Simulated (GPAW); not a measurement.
The GPAW input:

```python
import numpy as np
from ase import Atoms
from ase.dft.bandgap import bandgap
from ase.io import write
from ase.units import GPa
from gpaw import GPAW, PW, setup_paths
from gpaw.spinorbit import soc_eigenstates

setup_paths.insert(0, '.')

atoms = Atoms(['Pt', 'Al', 'Al'],
              cell=[[0.0, 2.955, 2.955],
                    [2.955, 0.0, 2.955],
                    [2.955, 2.955, 0.0]],
              scaled_positions=[[0.0, 0.0, 0.0],
                                [0.75, 0.75, 0.75],
                                [0.25, 0.25, 0.25]],
              pbc=True)

calc = GPAW(mode=PW(600),
            xc='PBEsol',
            kpts={'size': (8, 8, 8), 'gamma': True},
            occupations={'name': 'fermi-dirac', 'width': 0.05},
            nbands=23,
            convergence={'density': 1e-05, 'energy': 1e-05},
            maxiter=150,
            txt='gpaw.txt')
atoms.calc = calc
energy = atoms.get_potential_energy()
forces = atoms.get_forces()
stress = atoms.get_stress()
calc.write('gs.gpw')
write('result.traj', atoms)
print(f'Energy: {energy:.6f} eV')
print('Forces (eV/A):')
print(forces.round(4))
print('Stress (GPa):', (stress / GPa).round(3))
print('Fermi level:', round(calc.get_fermi_level(), 4), 'eV')
print(f'Gap: {bandgap(calc)[0]:.4f} eV, direct: {bandgap(calc, direct=True)[0]:.4f} eV')

path = atoms.cell.bandpath('GXWKGLUWLK,UX', npoints=100, eps=1e-4)
bs_calc = calc.fixed_density(kpts=path, symmetry='off', nbands=36,
                             convergence={'bands': 'CBM+6.0', 'eigenstates': 1e-6}, txt='bands.txt')
bs = bs_calc.band_structure()
bs.write('bs.json')
print(f'Gap on the path: {bandgap(bs_calc)[0]:.4f} eV')

soc = soc_eigenstates(bs_calc, theta=0, phi=0)
np.savetxt('soc_bands.dat', soc.eigenvalues(), fmt='%.4f')
mesh = soc_eigenstates('gs.gpw', theta=0, phi=0)
np.savetxt('soc_mesh.dat', mesh.eigenvalues(), fmt='%.4f')
print('Fermi level with spin-orbit coupling:', round(mesh.fermi_level, 4), 'eV')
```

System: fluorite-type PtAl$_{2}$, space group Fm-3m, 3 atoms in the primitive cell.

GPAW 26.7.0; PBEsol, PAW data sets generated in the run's folder for this functional, spin-orbit coupling, no magnetisation, 8×8×8 k mesh, 600 eV cutoff, Fermi-Dirac smearing of 0.05 eV.

Predict the main features of the band structure. The path is Γ–X–W–K–Γ–L–U–W–L–K|U–X.

A metal: 6 spinor bands cross the Fermi level along this path (the two partners of a degenerate pair count as two). Bands cross the Fermi level on Γ–X, K–Γ, Γ–L, L–U, W–L and L–K, and not on X–W, W–K, U–W and U–X. At L the nearest levels lie 3.18 eV below and 0.69 eV above the Fermi level.

Spin-orbit coupling was added after a scalar SCF, so levels and gaps hold it while energy, forces, pressure and moments don't. This program's spin-orbit splittings come out too wide for heavy elements. Bands are joined in order of energy, so crossings between the computed points show as kinks or gaps.

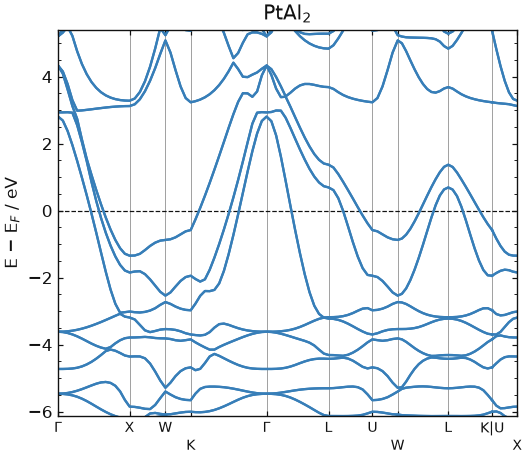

Band structure. Energies are counted from the Fermi level.
